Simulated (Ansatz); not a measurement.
# Single-point calculation of P

System: P (slab, 12 atoms in the cell).
Method: DFT r2SCAN, scalar-relativistic, plane waves, PAW, no spin polarisation (Ansatz 0.2.0).

The structure derives from an entry of the Crystallography Open Database. It belongs to a series of runs on one base structure; here: functional: r2scan. Figures and captions count atoms from 1; the log counts them from 0 in places.

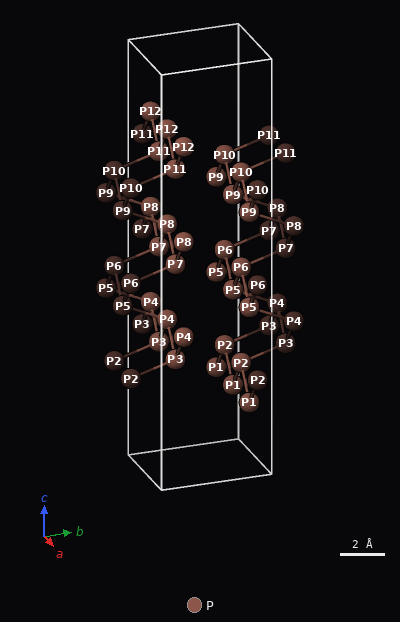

*The structure (ball-and-stick view of the 2 × 1 repeat of the cell, with the vacuum cut short, seen slightly off an axis; neighbours outside the cell are drawn fainter; atoms are numbered from 1 in the order of the input). An atom can appear more than once, as a periodic image.*

The input:
```yaml
crystal:
  lattice:
    - [3.310432478, 0.0, 0.0]
    - [-1.655216239, 5.6427178935, 0.0]
    - [0.0, 0.0, 27.8868311752]
  atoms:
    - { symbol: P, position: [0.9059292215, 0.8118584429, 0.2689441462] }
    - { symbol: P, position: [0.4059292215, 0.8118584429, 0.3224604204] }
    - { symbol: P, position: [0.5940707785, 0.1881415571, 0.3506632329] }
    - { symbol: P, position: [0.0940707785, 0.1881415571, 0.4041795071] }
    - { symbol: P, position: [0.9059292215, 0.8118584429, 0.4323823195] }
    - { symbol: P, position: [0.4059292215, 0.8118584429, 0.4858985938] }
    - { symbol: P, position: [0.5940707785, 0.1881415571, 0.5141014062] }
    - { symbol: P, position: [0.0940707785, 0.1881415571, 0.5676176805] }
    - { symbol: P, position: [0.9059292215, 0.8118584429, 0.5958204929] }
    - { symbol: P, position: [0.4059292215, 0.8118584429, 0.6493367671] }
    - { symbol: P, position: [0.5940707785, 0.1881415571, 0.6775395796] }
    - { symbol: P, position: [0.0940707785, 0.1881415571, 0.7310558538] }
basis:
  ecutwfc: 500
kpoints:
  mp_grid: { grid: [11, 6, 1] }
hamiltonian:
  xc: r2scan
scf:
  occupations: { method: gaussian, width: 0.05 }
output:
  forces: true
  stress: true
  eigenvalues: true
  write_density: true
  write_potential: true
  elf: true
  volumetric_format: npy
efield:
  axis: 3
  dipole_correction: true
  ramp_width: 0.04
```

Machine: 1 thread of Intel Xeon @ 2.50GHz (Skylake/Cascade Lake), 32 GiB of memory available, shared host.

Run as:
```bash
ansatz run input.yaml --threads 1 --pin off --max-ram 2560MiB --backend cpu --events-out ev --progress --plain --runs-dir out
```

What the program printed:
```
Warning: crystal.symmetry: narrowed to the stabiliser of the k-point mesh — unitary ops 2 → 1; excluded 1 operation that carries a point of the 11×6×1 mesh (shift [0, 0, 0]) off the mesh (the run samples exactly the mesh kpoints.mp_grid names, as under crystal.symmetry.detect: false, and its converged state has the mesh's symmetry, not the crystal's; ε∞, the Born charges and the force constants of a linear response (`dielectric:` by the response, `phonons.method: dfpt`) are averaged over those of the crystal's operations that the state keeps within a tolerance, where `mesh_tensors`, `unaveraged_element` or `gamma_mean_max_change_ev_ang2` stands beside them; a row that `dielectric.field_direction` solves alone is averaged likewise, with nothing beside; a Γ-centred mesh of equal divisions is mapped onto itself by every operation and keeps the whole group, as does a half-shifted one under kpoints.further_shifts: images)
Engine: ansatz 0.2.0, x86_64-unknown-linux-gnu
Pseudopotentials: kind: paw
Pseudopotential: P, paw, valence charge 5, recommended cutoff 500 eV (meta_gga), P.paw.azcp
Functional definition: r2SCAN
  parameter k0 = 0.174
  parameter k1 = 0.065
  parameter a1 = 4.9479
  exchange = r2scan_x(k0 = k0, k1 = k1, a1 = a1)
  correlation = r2scan_c
Crystal: 12 atoms, lattice volume = 520.921 Å³
Basis set: ecut = 500 eV, 13163 PW (Γ), exchange–correlation on 100×180×864 points (64 copies of the dense FFT grid, shifted against one another)
Bands: 42, of which v1, the nominal top of the filled ones, is band 30 counted from 1 (29 counted from 0)
Symmetry: 1 space group operations
k-points: 34 of 66 (time reversal used)
Non-local potential: P, projectors of the file, l = 0: 2, l = 1: 2, l = 2: 2
PAW form: soft (Blöchl's): semilocal exchange-correlation on the pseudo side does not see the compensation charge
PAW frozen core: P, regenerated for the run's functional (the file was generated under x = pbe(κ = 0.804, μ = 0.2195149727645171), c = pbe(β = 0.06672455060314922))
PAW one-centre angular grid: P, 302 points (default); XC on 160 Gauss nodes
Initial density: superposition of atomic densities (neutral atoms: chi_scale 0, normalization atom), corrected by the library's trained network
Initial wavefunctions: pseudopotential atomic-orbital guess
Functional: x = r2scan, c = r2scan; τ floored in thin density (d = 2e-4 eV/Å³)
SCF iter   1: F=—  HF=-9107.821079 eV  |F-HF|=—  |Δ(HF+E_count)|=         —  Δρ=3.86e-3  dr2=1.04e-1  dr2_τ=8.64e-2  ethr=1.77e-3  p=0.000 e·Å  D=5.05e-14 V/Å  ΔV_dip=-0.00 eV  dr2_dipole=2.32e-6  V_vac-E_F(+/−)=5.60/5.60 eV  ⟨swp⟩=8.1  Hψ=8513  notcnv=0  defer=42
efield: sawtooth ramp at fractional position 0.9800 (placed from the atoms, in the widest stretch of the axis that holds none; the zero of the levels goes with the place), width 0.0400; the density the first Hamiltonian is built on has a dipole p = 0.000 e·Å; the dipole correction subtracts the counter field D = 5.05e-14 V/Å, which shifts the + side's vacuum level by -0.00 eV against the − side's; the planar-averaged density in the ramp window peaks in size at 8.4e-6 e/Å³
preconditioner: auto → LDOS  [metal: Δε(μ)=0.006 eV  Ē_g=9.025 eV  σ=0.050 eV  W_gap=0.07  n_scr=42 (ndim 8)  ℏωp=12.6 eV  f_vac=0.451  D(μ)=8.80/eV (n_scr^D=36)  β→1.0]
SCF iter   2: F=—  HF=-9107.885210 eV  |F-HF|=—  |Δ(HF+E_count)|=   6.41e-2  Δρ=1.44e-3  dr2=2.40e-2  dr2_τ=4.07e-4  ethr=1.73e-4  p=0.000 e·Å  D=6.91e-6 V/Å  ΔV_dip=-0.00 eV  dr2_dipole=1.49e-6  V_vac-E_F(+/−)=5.47/5.47 eV  ⟨swp⟩=3.0  Hψ=3159  notcnv=0  defer=166
SCF iter   3: F=—  HF=-9107.884857 eV  |F-HF|=—  |Δ(HF+E_count)|=   3.53e-4  Δρ=6.23e-4  dr2=8.56e-3  dr2_τ=5.44e-5  ethr=4.01e-5  p=0.000 e·Å  D=3.08e-6 V/Å  ΔV_dip=-0.00 eV  dr2_dipole=2.44e-7  V_vac-E_F(+/−)=5.47/5.47 eV  ⟨swp⟩=2.4  Hψ=2568  notcnv=0  defer=166
SCF iter   4: F=—  HF=-9107.883843 eV  |F-HF|=—  |Δ(HF+E_count)|=   1.01e-3  Δρ=3.41e-4  dr2=1.87e-3  dr2_τ=9.15e-6  ethr=1.43e-5  p=0.000 e·Å  D=1.22e-6 V/Å  ΔV_dip=-0.00 eV  dr2_dipole=3.07e-8  V_vac-E_F(+/−)=5.46/5.46 eV  ⟨swp⟩=2.0  Hψ=1859  notcnv=0  defer=166
SCF iter   5: F=—  HF=-9107.883757 eV  |F-HF|=—  |Δ(HF+E_count)|=   8.57e-5  Δρ=2.18e-4  dr2=1.39e-3  dr2_τ=2.51e-6  ethr=3.12e-6  p=0.000 e·Å  D=8.84e-8 V/Å  ΔV_dip=-0.00 eV  dr2_dipole=1.39e-10  V_vac-E_F(+/−)=5.46/5.46 eV  ⟨swp⟩=2.5  Hψ=2075  notcnv=0  defer=166
SCF iter   6: F=—  HF=-9107.883641 eV  |F-HF|=—  |Δ(HF+E_count)|=   1.17e-4  Δρ=1.16e-4  dr2=4.20e-4  dr2_τ=5.02e-7  ethr=2.32e-6  p=-0.000 e·Å  D=-6.98e-7 V/Å  ΔV_dip=0.00 eV  dr2_dipole=1.12e-8  V_vac-E_F(+/−)=5.46/5.46 eV  ⟨swp⟩=1.1  Hψ=1264  notcnv=0  defer=166
SCF iter   7: F=—  HF=-9107.883606 eV  |F-HF|=—  |Δ(HF+E_count)|=   3.48e-5  Δρ=4.54e-5  dr2=2.72e-5  dr2_τ=2.62e-7  ethr=6.99e-7  p=-0.000 e·Å  D=-3.68e-7 V/Å  ΔV_dip=0.00 eV  dr2_dipole=3.61e-9  V_vac-E_F(+/−)=5.46/5.46 eV  ⟨swp⟩=2.0  Hψ=1566  notcnv=0  defer=166
SCF iter   8: F=—  HF=-9107.883686 eV  |F-HF|=—  |Δ(HF+E_count)|=   8.02e-5  Δρ=1.83e-5  dr2=6.26e-6  dr2_τ=2.95e-8  ethr=4.53e-8  p=0.000 e·Å  D=3.24e-8 V/Å  ΔV_dip=-0.00 eV  dr2_dipole=3.83e-11  V_vac-E_F(+/−)=5.46/5.46 eV  ⟨swp⟩=2.2  Hψ=2154  notcnv=0  defer=166
SCF iter   9: F=—  HF=-9107.883687 eV  |F-HF|=—  |Δ(HF+E_count)|=   1.05e-6  Δρ=6.63e-6  dr2=1.06e-6  dr2_τ=6.72e-9  ethr=1.04e-8  p=0.000 e·Å  D=5.85e-8 V/Å  ΔV_dip=-0.00 eV  dr2_dipole=1.36e-10  V_vac-E_F(+/−)=5.46/5.46 eV  ⟨swp⟩=2.1  Hψ=1966  notcnv=0  defer=166
SCF iter  10: F=-9107.883687 eV  HF=-9107.883687 eV  |F-HF|=4.56e-8  |Δ(HF+E_count)|=   6.03e-9  Δρ=2.78e-6  dr2=9.79e-8  dr2_τ=7.80e-10  ethr=1.67e-10  p=0.000 e·Å  D=5.99e-8 V/Å  ΔV_dip=-0.00 eV  dr2_dipole=2.54e-11  V_vac-E_F(+/−)=5.46/5.46 eV  ⟨swp⟩=20.6  Hψ=15760  notcnv=0
SCF 1 converged in 10 iterations: F = -9107.883687 eV  dr2 = 9.79e-8
  greatest PAW one-centre occupation: 0.819 electrons in one spin orbital (limit 2), on the P atom at site 11 (counted from 0), in its partial waves of l = 0
```

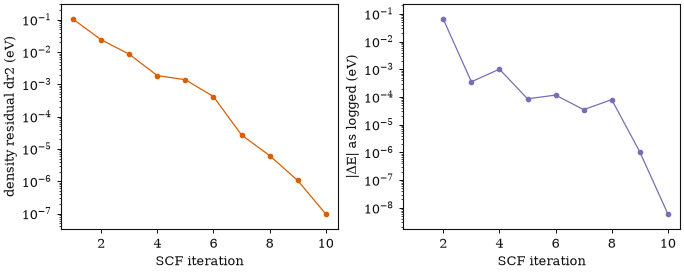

*Convergence of the self-consistent field: density residual dr2 and size of the energy change against the SCF iteration.*

The residual falls at every step.

```
WARN: The output density's exchange-correlation potential varies sharply where the density is thin. Do not read a vacuum level from v_tot or v_xc, or from such a field of the output density. On a cell that repeats whose density bears no net charge and no dipole along the vacuum's axis use v_es (v_loc + v_h of the components); under efield.dipole_correction with no amplitude use v_es + v_field, which holds any external_charges[].barrier, or the levels of the report's work_function block, which leave it out; under a non-zero efield.amplitude the vacuum is tilted and has no level; on a cell that repeats and bears such a dipole with no correction it is tilted too, and efield.dipole_correction with no amplitude gives each side of its ramp a level where efield: is served; in a cell that repeats whose density bears a net charge (total_charge, or a fill off its count) it is curved and has none; of a slab under crystal.periodic whose density bears no net charge use v_es, which has a level on each side, short of where the two are joined; of another it falls or rises all the way out and has none; of a slab beside external_charges read slab_vacuum_level instead, which it has where they leave it neutral. The grid or the basis barely resolves most such structure, and the values can differ between equally converged runs; as a rule a tighter scf.convergence.dr2_threshold does not remove it. Where the density itself ripples (under the LDA too) a higher basis.ecutwfc lessens it. The files hold the spikes' plane waves up to the density's cutoff. Files: v_tot_of_output_density and the like, and their columns of v_z.tsv (output.write_potential); v_xc_of_output_density and the like, and their columns of v_comp_z.tsv (output.write_potential_components). Measured: with its Gaussian average of σ = 0.25 Å subtracted twice, the exchange-correlation potential is over 0.1 eV at 3768 of the grid points where the equally averaged density (valence and model cores) is under 1e-3 e/Å³, and 0.593 eV at the most among them, at an averaged density of 9.7e-4 e/Å³. The input density's (outcome.potential() and, of a run that writes arrays, v_tot and v_xc) is over 0.1 eV, so measured, at 3785 points of its own thin density, 0.594 eV at the most. See output.write_potential in the manual, Limitations
SCF converged after 10 iterations
Free energy (F): -9107.883687 eV
Harris-Foulkes:  -9107.883687 eV  (|F-HF|=4.56e-8)
Internal energy: -9107.872436 eV  (E = F + TS)
E sigma→0 (E₀):  -9107.878062 eV
Entropy (-TS):   -0.011251 eV (-0.938 meV/atom)
Fermi energy:    0.049422 eV
Dipole field:    D = -0.000004 V/Å  (p = -0.000012 e·Å, saw-weighted, corrected)
Work function:   Φ+ = 5.4623 eV   Φ− = 5.4622 eV
Levels:          The Fermi level and band energies are counted from a zero that moves with the ramp; work functions are not
--- Per-component energies (eV) ---
  E_band       = -379.054447
  E_kinetic    = 825.889566
  E_local      = -21774.084694  (includes V_loc(G=0)·N_el)
  E_nonlocal   = 398.415314
  E_hartree    = 10498.942748
  E_xc         = -691.139725
  E_vxc        = -770.302154  (∫ρ·V_xc dr)
  E_paw        = -6908.721950  (= ΣΔE_a)
  E_vpaw       = -93.830876  (= ΣTr[D̂ρ^β])
  E_aug_tail   = 0.000006  (compensation charges beyond the density's cutoff)
  E_vtau       = 36.966071  (kinetic-family band-sum trace: ∫τ·v_τ [+ j·A + Jᵃ·Aᵃ] dr)
  E_efield     = 0.000000  (sawtooth field / dipole correction)
  E_vefield    = 0.000000  (∫n·V_field dr)
  E_ewald      = 8543.916404
  E_core_change = -1.090106  (= ΣΔE_core)
  E_smearing   = -0.011251  (= −TS)
  E_closure    = 0.000000  (closes the sum)
  Σ components = -9107.883687   (vs F -9107.883687, Δ=0.00e0)
--- Forces (eV/Å), atoms counted from 1 ---
  atom   1  P      0.00003746    -0.05080083     1.65058225
  atom   2  P     -0.00007416     0.02022096    -1.63391945
  atom   3  P      0.00004761    -0.05818747     0.38035857
  atom   4  P     -0.00001576    -0.10310701    -0.26097030
  atom   5  P     -0.00004571     0.35250373     0.17438685
  atom   6  P      0.00001226    -0.07130990    -0.22885689
  atom   7  P     -0.00001225     0.07130686     0.22886073
  atom   8  P      0.00004564    -0.35250169    -0.17438812
  atom   9  P      0.00001585     0.10310545     0.26097365
  atom  10  P     -0.00004770     0.05818870    -0.38036125
  atom  11  P      0.00007417    -0.02022095     1.63391920
  atom  12  P     -0.00003749     0.05080024    -1.65058178
  max |Σ_I F_I| component: 3.46e-6 eV/Å
--- Stress (GPa, compression-positive) ---
       -1.643350      -0.000204       0.000029
       -0.000204      -0.543922       0.066569
        0.000029       0.066569      -2.258363
  P = ⅓ Tr σ = -1.4819 GPa (-14.819 kbar)
--- Band table (eV; the first three rows and the last of 34) ---
  k-point 0: bands = ["-15.8134", "-15.2800", "-14.6406", "-13.9462", "-13.2390", "-13.0660", "-9.6544", "-9.2325", "-8.6341", "-7.8710", "-7.0126", "-5.5694", "-5.5195", "-4.7816", "-4.1171", "-4.1060", "-3.6302", "-3.2049", "-3.0597", "-2.9021", "-2.7644", "-2.4109", "-2.0825", "-1.9008", "-1.8893", "-1.7806", "-1.7284", "-1.0273", "-0.8413", "-0.0819", "0.3556", "1.8518", "2.0918", "2.1471", "2.1541", "2.4639", "2.8700", "2.9065", "3.2322", "3.4118", "3.6158", "3.8634"]
  k-point 1: bands = ["-15.7899", "-15.2593", "-14.6270", "-13.9496", "-13.2617", "-13.1141", "-9.6769", "-9.2933", "-8.7027", "-7.9461", "-7.0401", "-5.5984", "-5.4803", "-4.6423", "-4.1710", "-3.8585", "-3.6486", "-3.2193", "-2.9351", "-2.7943", "-2.7703", "-2.3995", "-1.9630", "-1.8875", "-1.8713", "-1.7877", "-1.5472", "-0.9835", "-0.8271", "-0.0060", "0.4196", "1.8065", "2.0390", "2.1118", "2.2090", "2.3878", "2.8654", "2.9225", "3.2351", "3.3459", "3.4326", "3.8853"]
  k-point 2: bands = ["-15.7403", "-15.2158", "-14.5993", "-13.9595", "-13.3095", "-13.2091", "-9.7204", "-9.4056", "-8.8240", "-8.0805", "-7.1131", "-5.7534", "-5.2436", "-4.5072", "-4.1000", "-3.6837", "-3.4640", "-3.2467", "-2.9275", "-2.7823", "-2.3795", "-2.2877", "-1.8916", "-1.8615", "-1.8344", "-1.5476", "-1.1570", "-0.8277", "-0.7162", "0.0990", "0.5711", "1.6447", "1.7158", "2.1016", "2.2139", "2.3268", "2.5659", "2.9259", "3.0015", "3.2398", "3.4752", "3.5455"]
  k-point 33: bands = ["-13.3761", "-12.9684", "-12.5982", "-12.3462", "-12.3085", "-10.5653", "-10.4542", "-10.4421", "-10.3039", "-9.9459", "-9.5028", "-9.4733", "-5.6462", "-5.5030", "-5.3607", "-5.1514", "-5.0665", "-4.5916", "-4.4842", "-3.9359", "-3.7383", "-3.1489", "-2.9832", "-2.6524", "-2.4314", "-2.0944", "-1.7025", "-1.4849", "-1.3574", "-0.2341", "-0.1528", "1.4692", "1.6813", "1.9900", "2.2042", "2.5368", "2.7495", "2.8643", "3.1566", "3.3768", "3.5887", "3.6814"]
```

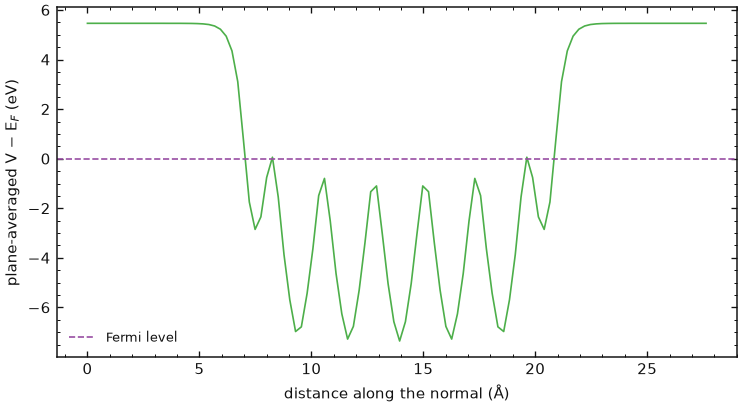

*Plane average of the electrostatic potential energy of an electron across the cell, from the Fermi level.*

The vacuum level lies 5.46 eV above the Fermi level.

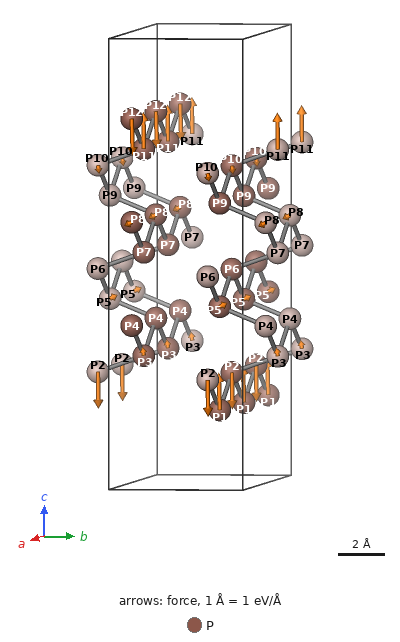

*Forces on the atoms as orange arrows (ball-and-stick view of the 2 × 1 repeat of the cell, with the vacuum cut short, seen slightly off an axis; neighbours outside the cell are drawn fainter; atoms are numbered from 1 in the order of the input).*

The largest act on P1, P12 (1.65 eV/Å); P2, P11 (1.63 eV/Å). The geometry is not a stationary point of this energy.

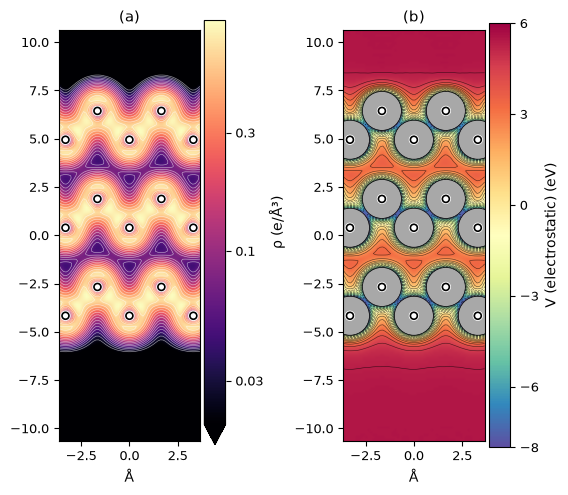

*(a) valence charge density (pseudo); (b) electrostatic potential (local pseudopotential plus Hartree) felt by an electron on the (010) plane of the calculation cell, a cut from vacuum to vacuum. Circles mark the nuclei in the plane (P). Grey discs, where drawn, cover atomic cores.*

Atoms in the plane: P. P–P (2.23 Å): the density is about 0.76 e/Å³ at the midpoint, a local maximum along the line. The density dies away to nearly zero in the vacuum. The fields are those of the smooth PAW valence density.

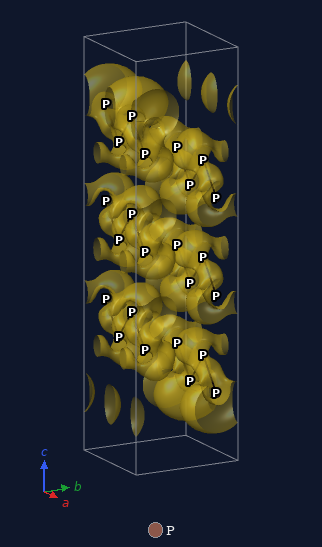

*Isosurface of the electron localisation function at 0.75 (yellow), seen slightly off an axis. Only the valence region is drawn (cores and ρ < 0.01 e/Å³ removed). Sticks mark near contacts.*

Values along the shortest contacts:

Results in brief:

```csv
quantity,value
outcome,converged
electrons treated,60
free energy,−9107.8837 eV
"work function, top face",5.46 eV
"work function, bottom face",5.46 eV
Fermi energy,0.049 eV
gap on the k-point mesh,none (metallic)
work function (upper face),5.46 eV
largest force (length of the vector),1.651 eV/Å
wall time,3.4 min
peak memory,1.8 GiB
```

Remarks:

The program warns: the k-point mesh lowers the symmetry that the run can use; the exchange-correlation potential is rough where the density is thin.
